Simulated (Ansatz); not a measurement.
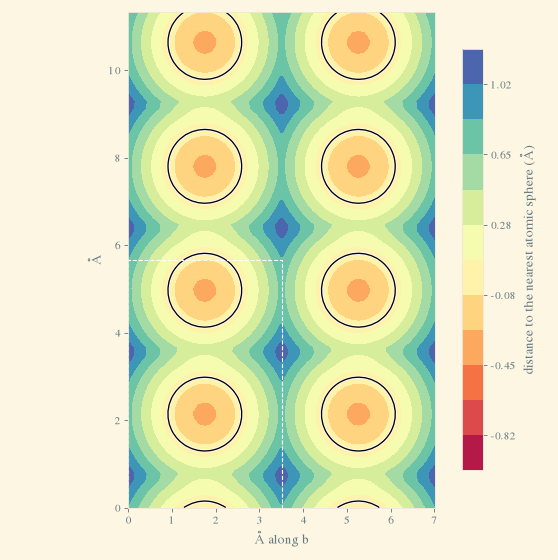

Map of the distance to the nearest atomic sphere in InN (P6_3mc), computed on the section x = 0.000 (parallel to b and c; the dashed line is one cell). The black line marks the spheres' surfaces; positive values are empty space; unlabelled circles belong to atoms above or below the section.

The atoms' radii are Shannon crystal radii (six-coordinate where tabulated): In 0.94 Å, N 1.32 Å.

Source of the atomic positions: the geometry relaxed at fixed volume with DFT PBE, scalar-relativistic, plane waves, PAW in Ansatz 0.2.0.

Space group P6_3mc (No. 186). a = 3.509 Å, b = 3.509 Å, c = 5.663 Å, α = 90.00°, β = 90.00°, γ = 120.00°
| atom | site | symmetry | x | y | z |
| --- | --- | --- | --- | --- | --- |
| In | 2b | 3m. | 0.3333 | 0.6667 | 0.9979 |
| N | 2b | 3m. | 0.3333 | 0.6667 | 0.3771 |

> Where is the largest hole in this section, and how large is it?

At 0.000, 0.000, 0.127 (fractional), where the distance reaches 1.15 Å; it is enclosed by 6 N + 3 In. It is the largest hole of the crystal.

> How much of the crystal lies outside the spheres?

About 57 % of the cell's volume, and 78 % of this section's area.

> What can pass through?

The largest sphere that fits anywhere has a diameter of 2.30 Å; the largest that can travel through the crystal, about 1.4 Å.
